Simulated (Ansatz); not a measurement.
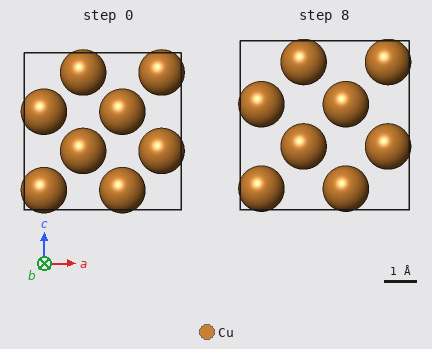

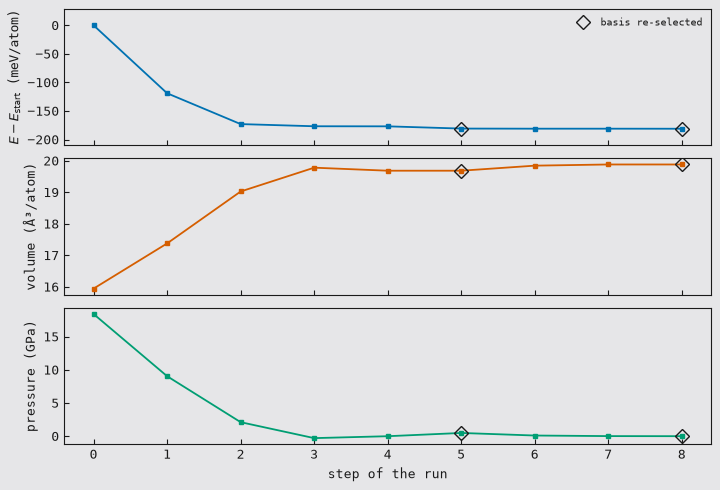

First and last geometry of a relaxation of crystalline Cu (a generated structure, set up in Fd-3m), with the history of the run. The picture is a spheres-only view of the conventional cell (4 times the calculation's cell), seen along the b axis. Lengths and directions refer to the drawn axes.

Phase: diamond.

Level of theory: Ansatz, DFT, revPBE, plane waves (420 eV) with PAW, scalar-relativistic. (plane-wave cutoff 420 eV; k-point mesh 11 × 11 × 11; occupations fermi dirac; smearing width 0.1 eV; no spin polarisation; cell and atoms relaxed; force threshold 0.01 eV/Å; at most 60 steps)

**Did the run converge, and what did it change?**

It converged. The atoms keep their places relative to the cell (all moves are under 0.005 Å). The drawn cell changes as follows: a = b = c 5.034 → 5.418 Å (+7.6 %); the volume changes by +24.7 %. Among the contacts that change: Cu–Cu 2.180 → 2.346 Å. The space group stays Fd-3m (No. 227). Over 6 accepted moves (8 points after the start) the energy falls by 181 meV per atom. All forces vanish by symmetry, so only the cell relaxes. Pressure: 18.41 GPa at the start and 0.00 GPa at the end. At 2 points the geometry stayed and the basis and grid were re-selected for the new cell (energy shift of 3.9 meV per atom at most each time). Cost: 9.9 s on 2 threads of Arm Neoverse V2 (shared host), peak memory 0.35 GiB.

| step | E − E(0), meV/atom | pressure, GPa | volume, Å³/atom | note |
| --- | --- | --- | --- | --- |
| 0 | 0.00 | 18.41 | 15.944 |  |
| 1 | -118.98 | 9.04 | 17.377 |  |
| 2 | -172.95 | 2.11 | 19.025 |  |
| 3 | -176.76 | -0.30 | 19.780 |  |
| 4 | -176.89 | -0.01 | 19.684 |  |
| 5 | -180.80 | 0.48 | 19.684 | same geometry, new basis |
| 6 | -181.01 | 0.10 | 19.844 |  |
| 7 | -181.00 | 0.01 | 19.882 |  |
| 8 | -181.09 | 0.00 | 19.882 | same geometry, new basis |
